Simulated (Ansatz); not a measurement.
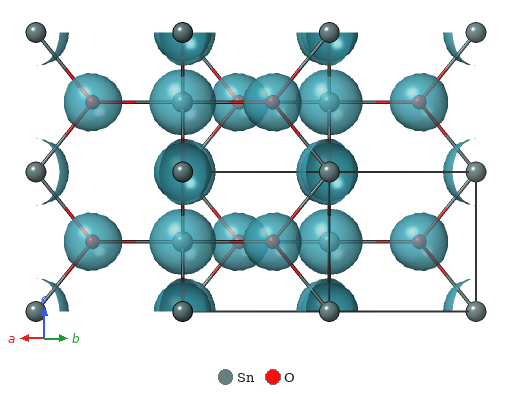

Figure 1: SnO$_{2}$. Isosurface of the valence pseudo-density at 1.5 e/Å³ (cyan), seen along [110]. Sticks mark near contacts.

Space group P4₂/mnm.

The calculation used Kohn-Sham DFT of a periodic cell, HSE06, Ansatz PAW (Ansatz 0.2.0).

Q: Which contacts does the surface bridge?

A: At this value the density breaks into separate islands; it holds about 60 % of the electrons treated as valence (semicore included). It bridges none of the near contacts. It is pinched off along the shortest Sn–O (2.05 Å) contacts. On the grid the lowest density along these lines, outside the cores, is 0.68 e/Å³ (Sn–O, 2.05 Å).

Q: Metal or insulator at this level of theory?

A: It is gapped, with a Kohn–Sham gap of 3.0 eV on the k-point mesh (the band edges may lie off the mesh, which would make the gap smaller).
